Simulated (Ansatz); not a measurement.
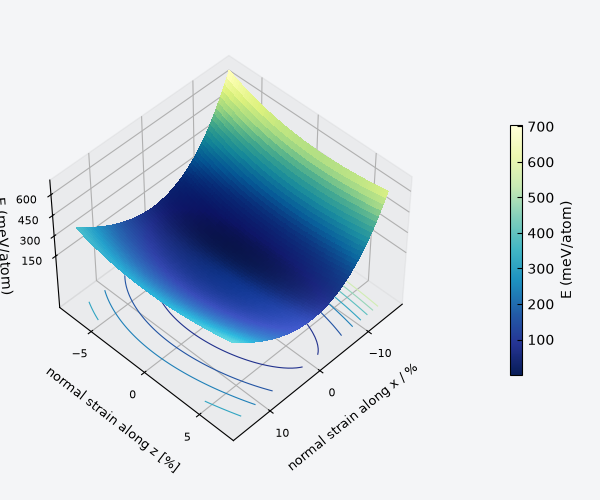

Energy landscape of SiC (P6_3mc, No. 186; 8 atoms in the cell). The energy is mapped over two homogeneous strains (x along [1 0 0], y along [1 2 0], z along [0 0 1] of the conventional cell). First axis: normal strain along x. Second axis: normal strain along z. Nothing is relaxed (fractional coordinates fixed). The grid has 7 × 7 points. All energies are given in meV/atom relative to the lowest grid point. The band gap closes in part of the range. All numbers below come from Ansatz, DFT PBE, scalar-relativistic, plane waves, PAW. Settings: cutoff 520 eV, k-mesh 12×12×4 in the order of the run's cell vectors, gaussian smearing 0.05 eV, no spin polarisation.

Drawn: a relief with its contours projected below. Between grid points the surface is interpolated. 

### Summarise what can be read from the map.

The lowest grid point is at normal strain along x = 0 %, normal strain along z = 0.00 %. It is the only kind of minimum in the scanned range. The highest grid point, normal strain along x = −15 %, normal strain along z = −7.00 %, lies 704 meV/atom above the lowest. Round the minimum the two coordinates are weakly coupled (coupling 0.06 in units of the two stiffnesses).

The values on the grid:

| normal strain along z ↓, normal strain along x → | −15 | −10 | −5 | 0 | 5 | 10 | 15 |
| --- | --- | --- | --- | --- | --- | --- | --- |
| 7.00 | 603 | 278 | 117 | 76 | 121 | 224 | 367 |
| 4.67 | 573 | 243 | 79 | 36 | 79 | 181 | 323 |
| 2.33 | 557 | 223 | 55 | 9 | 50 | 151 | 292 |
| 0.00 | 558 | 219 | 49 | 0 | 39 | 137 | 276 |
| −2.33 | 581 | 237 | 62 | 11 | 47 | 143 | 280 |
| −4.67 | 628 | 279 | 101 | 46 | 79 | 172 | 307 |
| −7.00 | 704 | 351 | 168 | 109 | 139 | 229 | 360 |

The input of one point:

```yaml
crystal:
  lattice:
    - [3.0940652517, 0.0, 0.0]
    - [-1.5470326258, 2.679539109, 0.0]
    - [0.0, 0.0, 10.1291708101]
  atoms:
    - { symbol: Si, position: [0.6666666667, 0.3333333333, 0.9378436843] }
    - { symbol: Si, position: [0.3333333333, 0.6666666667, 0.4378436843] }
    - { symbol: Si, position: [0.0, 0.0, 0.6878989045] }
    - { symbol: Si, position: [0.0, 0.0, 0.1878989045] }
    - { symbol: C, position: [0.6666666667, 0.3333333333, 0.7498087506] }
    - { symbol: C, position: [0.3333333333, 0.6666666667, 0.2498087506] }
    - { symbol: C, position: [0.0, 0.0, 0.5004476606] }
    - { symbol: C, position: [0.0, 0.0, 0.0004476606] }
basis:
  ecutwfc: 520.0
kpoints:
  mp_grid: { grid: [12, 12, 4] }
hamiltonian:
  xc: pbe
  pseudopotentials: { kind: paw, azcp: { folder: soft_1 } }
scf:
  occupations: { method: gaussian, width: 0.05 }
output:
  forces: true
  stress: true
  eigenvalues: true
  write_density: true
  write_potential: true
  elf: true
  volumetric_format: npy
```

Time for the 49 points that were run: 8.8 min on 2 threads of Intel(R) Xeon(R) Platinum 8488C (Sapphire Rapids), on a shared host.
